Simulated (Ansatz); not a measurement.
A series of calculations on ZnS

**1. Relaxation**

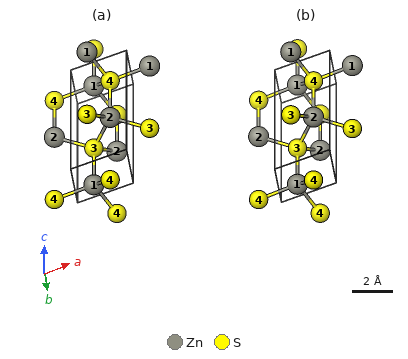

The structure of a crystal of ZnS (set up in P6_3mc) before (left) and after (right) a relaxation, at one scale.

Style: ball-and-stick. Shown: the cell of the calculation, from a free direction.

Case: relaxed at 40 GPa.

Level of theory: Ansatz 0.2.0, DFT PBE, scalar-relativistic, plane waves, PAW. (plane-wave cutoff 420 eV; k-point mesh 12 × 12 × 6; occupations gaussian; smearing width 0.02 eV; target pressure 40 GPa; no spin polarisation; cell and atoms relaxed; force threshold 0.008 eV/Å; at most 50 steps)

### Describe what moved and what it gained.

After 4 accepted moves (5 points after the start) the energy has risen by 104 meV per atom. With the target pressure of 40 GPa, the enthalpy E + pV changes by −9.4 meV per atom. Largest force component: 0.038 eV/Å at the start, 0.00049 eV/Å at the end. The pressure goes from 33.91 to 39.99 GPa. At 1 point the geometry stayed and the basis and grid were re-selected for the new cell (energy shift of 0.3 meV per atom at most each time). The largest moves relative to the cell, 0.016 Å, are those of Zn1, Zn2, S3 and S4. S4 goes along −c. By element the largest moves are S 0.016 Å, Zn 0.016 Å. Cell: a = b 3.502 → 3.446 Å (−1.6 %), c 5.802 → 5.816 Å (+0.2 %). Volume −2.9 %. Among the contacts that change: Zn1–S3 2.153 → 2.125 Å, Zn1–S4 2.156 → 2.138 Å. The space group stays P6_3mc (No. 186).

**2. Relaxation**

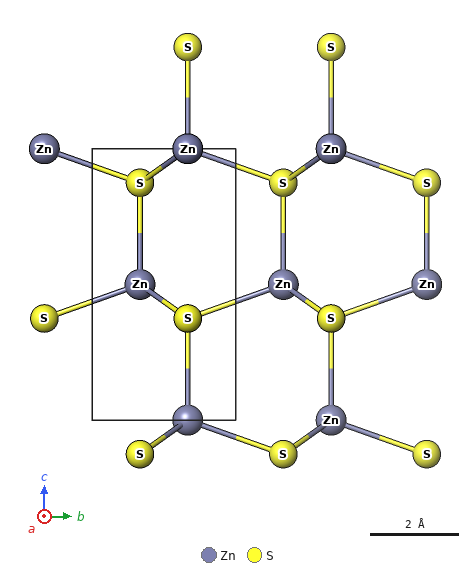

A crystal of ZnS (set up in P6_3mc), before the relaxation. A ball-and-stick model of the cell of the calculation, repeated 1 × 2 × 1 with one cell outlined, seen along the a axis.

Theory: Ansatz 0.2.0, DFT PBE, scalar-relativistic, plane waves, PAW.

Input
```yaml
crystal:
  lattice:
    - [3.8057964671, 0.0, 0.0]
    - [-1.9028982335, 3.2959164221, 0.0]
    - [0.0, 0.0, 6.23798163]
  atoms:
    - { symbol: Zn, position: [0.33333333, 0.66666667, 0.00013968] }
    - { symbol: Zn, position: [0.66666667, 0.33333333, 0.50013968] }
    - { symbol: S, position: [0.33333333, 0.66666667, 0.37486032] }
    - { symbol: S, position: [0.66666667, 0.33333333, 0.87486032] }
basis:
  ecutwfc: 420
kpoints:
  mp_grid: { grid: [12, 12, 6] }
hamiltonian:
  xc: pbe
scf:
  occupations: { method: gaussian, width: 0.02 }
output:
  forces: true
  stress: true
  eigenvalues: true
  write_density: true
  write_potential: true
  elf: true
  volumetric_format: npy
relax:
  adjacent_minimum: "off"
  f_tol: 0.005
  max_steps: 80
  cell: { stress_tol: 0.05 }
```

Launched with:
```bash
ansatz run input.yaml --threads 1 --pin off --max-ram 2560MiB --backend cpu --events-out ev --progress --plain --runs-dir out
```

What does the optimiser find from here?

The energy falls by 4.4 meV per atom in 2 accepted moves (3 points after the start). Largest force component: 0.011 eV/Å at the start, 0.00097 eV/Å at the end. The pressure goes from 2.33 to 0.05 GPa. At 1 point the geometry stayed and the basis and grid were re-selected for the new cell (energy shift of 0.3 meV per atom at most each time). No atom moves by more than 0.005 Å relative to the cell. The drawn cell changes as follows: a = b 3.806 → 3.844 Å (+1.0 %), c 6.238 → 6.305 Å (+1.1 %); the volume changes by +3.1 %. Some distances before and after: Zn1–S4 2.332 → 2.356 Å, Zn1–S3 2.338 → 2.361 Å. The space group stays P6_3mc (No. 186).

The end point in the same view:

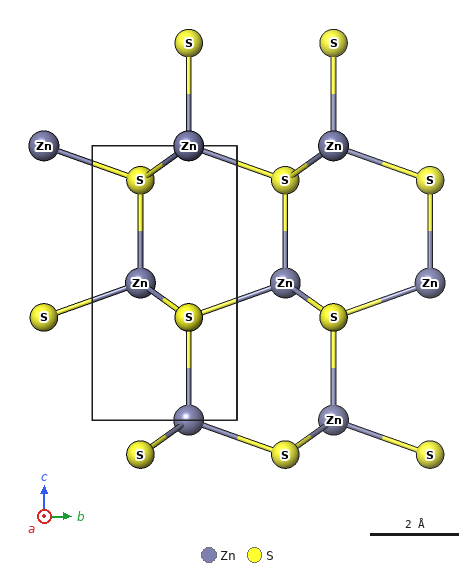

**3. A change**

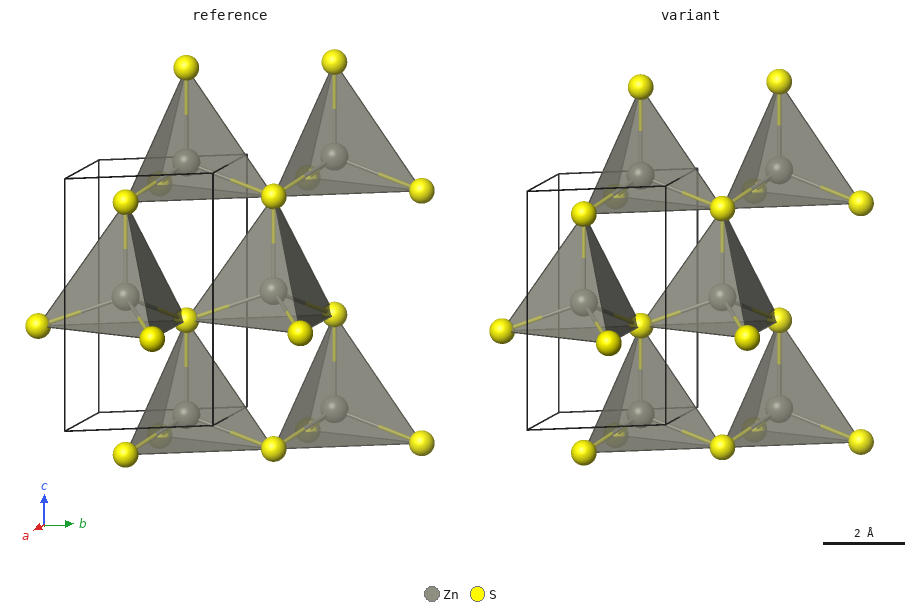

Left: solid ZnS (set up in P6_3mc). Right: the same structure after one change, at the same scale. The picture is a polyhedral view of the cell of the calculation, repeated 1 × 2 × 1 with one cell outlined, seen slightly off an axis.

Level of theory: Ansatz, DFT PBE, scalar-relativistic, plane waves, PAW. (plane-wave cutoff 420 eV; k-point mesh 12 × 12 × 6; occupations gaussian; smearing width 0.02 eV; no spin polarisation)

The crystal is put under a hydrostatic pressure of 20 GPa. Cell and atoms are relaxed at that pressure.

### How do the computed properties respond?

It costs 184 meV per atom. Pressure: 0.0 GPa before, 20.0 GPa after. The volume changes by −17.3 %, with a = b 3.844 → 3.596 Å (−6.4 %), c 6.305 → 5.959 Å (−5.5 %). The largest moves relative to the cell, 0.010 Å, are those of Zn and S atoms. By element the largest moves are S 0.010 Å, Zn 0.010 Å. Near-neighbour distances before and after: S–Zn 2.357 → 2.211 to 2.214 Å. The space group stays P6_3mc (No. 186).
